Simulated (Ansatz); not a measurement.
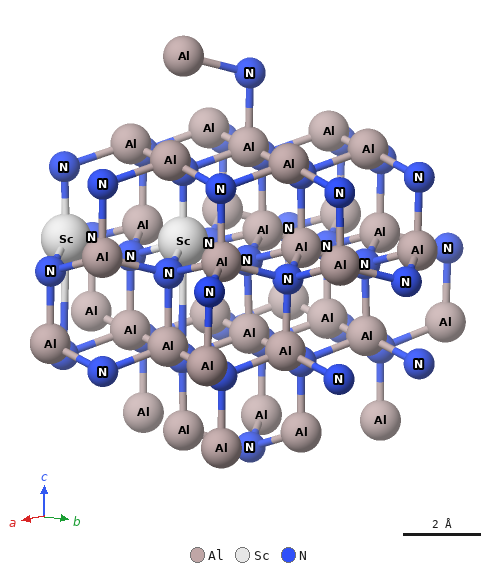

Starting structure of crystalline Al₄₅Sc₃N₄₈ (a generated structure, set up in P1). Style: ball-and-stick. Shown: the atoms within 5.8 Å of the atom that moves most (axes of the cell of the calculation (origin shifted)), from a free direction.

Theory: Ansatz, DFT, PBEsol, PAW, plane waves.

(plane-wave cutoff 420 eV; k-point mesh 1 × 1 × 1; mesh shifted by (0.5, 0.5, 0.5); no spin polarisation; cell relaxed at fixed alpha, beta, gamma; force threshold 0.03 eV/Å; at most 80 steps)

```
Al Sc N
1.0
     9.44545    0.00000    0.00000
     0.00000   10.90666    0.00000
     0.00000    0.00000    9.90342
Al Sc N
45 3 48
Direct
  0.16604 0.08408 0.24833
  0.16622 0.08485 0.74636
  0.00219 0.33333 0.24484
  0.00410 0.33213 0.74686
  0.50092 0.08272 0.25178
  0.49822 0.08258 0.74378
  0.33654 0.33383 0.24604
  0.16559 0.58527 0.24614
  0.99923 0.83353 0.25113
  0.99824 0.83367 0.74460
  0.83279 0.08296 0.24881
  0.83892 0.08166 0.74738
  0.66679 0.33466 0.24568
  0.67170 0.33475 0.74889
  0.50268 0.58300 0.24801
  0.50174 0.58151 0.74695
  0.33683 0.83581 0.24848
  0.33477 0.83516 0.74586
  0.83152 0.57983 0.24802
  0.83016 0.58327 0.74097
  0.66810 0.83488 0.24422
  0.66707 0.83174 0.74582
  0.00250 0.16756 0.49590
  0.33589 0.16535 0.49770
  0.33340 0.16729 0.99740
  0.16844 0.41777 0.49506
  0.16540 0.41718 0.99173
  0.99778 0.66715 0.49532
  0.99982 0.66650 0.99419
  0.66959 0.16387 0.50024
  0.66217 0.16768 0.99896
  0.50139 0.41554 0.49722
  0.49838 0.41501 0.99488
  0.33638 0.66489 0.49978
  0.33226 0.66991 0.99679
  0.17033 0.91314 0.49801
  0.16237 0.91818 0.99807
  0.83654 0.42039 0.49854
  0.83626 0.41618 0.99582
  0.66883 0.66605 0.49675
  0.66897 0.67100 0.99785
  0.50327 0.91636 0.49709
  0.49978 0.91829 0.99794
  0.83372 0.91642 0.49909
  0.83196 0.91999 0.99837
  0.33277 0.33833 0.74816
  0.16254 0.58156 0.75001
  0.00321 0.17001 0.00024
  0.00338 0.16893 0.18895
  0.99697 0.16705 0.69230
  0.32902 0.16330 0.18810
  0.33107 0.16634 0.69150
  0.16912 0.41755 0.19302
  0.16316 0.41465 0.69242
  0.99730 0.66961 0.19150
  0.00344 0.66570 0.69081
  0.66527 0.16641 0.19158
  0.66635 0.16728 0.68800
  0.50227 0.41818 0.19120
  0.50374 0.41841 0.69084
  0.33201 0.66675 0.19151
  0.33390 0.66584 0.69483
  0.16627 0.91672 0.19180
  0.16604 0.91807 0.68937
  0.83598 0.41586 0.18617
  0.83425 0.41574 0.68776
  0.66611 0.66456 0.18989
  0.66878 0.66660 0.69078
  0.49930 0.91643 0.19253
  0.49608 0.91886 0.69406
  0.83301 0.91616 0.19009
  0.83740 0.91394 0.69138
  0.17069 0.08435 0.44180
  0.16412 0.08176 0.93985
  0.00155 0.33192 0.44491
  0.00059 0.33146 0.94143
  0.49731 0.08277 0.44371
  0.49988 0.08439 0.93985
  0.33607 0.33172 0.43834
  0.33269 0.33284 0.94030
  0.16826 0.58325 0.43997
  0.16393 0.58266 0.93968
  0.99802 0.83181 0.43966
  0.99933 0.83286 0.94193
  0.83131 0.08200 0.44339
  0.83364 0.08417 0.94258
  0.67044 0.33419 0.43850
  0.66500 0.33166 0.93766
  0.49824 0.58061 0.44158
  0.50101 0.58268 0.94250
  0.33335 0.83461 0.44091
  0.33230 0.83054 0.94051
  0.83107 0.58192 0.44220
  0.83480 0.58275 0.94240
  0.66588 0.83212 0.43626
  0.66684 0.83597 0.94305
```

Question: What does the optimiser find from here?

Answer: The atom that moves furthest relative to the cell is N56 (0.20 Å roughly along [−2 1 −1]). By element the largest moves are N 0.20 Å, Al 0.14 Å, Sc 0.12 Å. The volume changes by +0.4 %, with a 9.445 → 9.374 Å (−0.8 %), b 10.907 → 10.902 Å (0.0 %), c 9.903 → 10.024 Å (+1.2 %). Near-neighbour distances that change, for instance: Sc47–N82 1.878 → 2.074 Å, Sc47–N56 1.856 → 2.034 Å, Sc46–N80 1.904 → 2.078 Å, Sc46–N60 1.922 → 2.050 Å. Bond angles that change, for instance: N56–Al20–N68 113.7° → 105.4°, Al20–N56–Al28 103.7° → 111.4°, Al14–N60–Sc46 113.0° → 105.5°. The space group stays P1 (No. 1). After 7 geometry steps the energy has fallen by 46.0 meV per atom. The largest force component goes from 4.5 to 0.0029 eV/Å. The pressure goes from 1.97 to 0.01 GPa. The run took roughly 6 core-minutes on a shared host.

The end point in the same view:

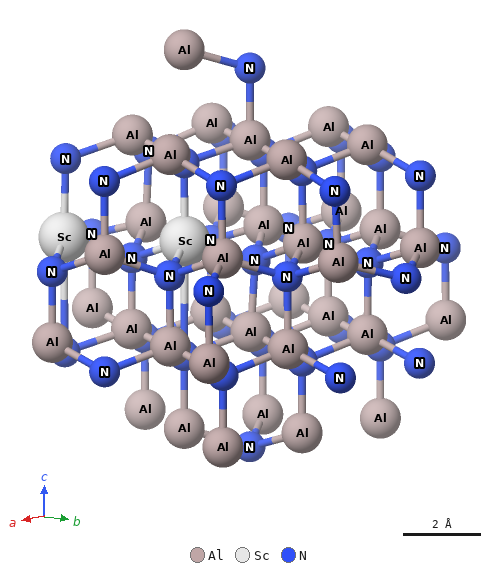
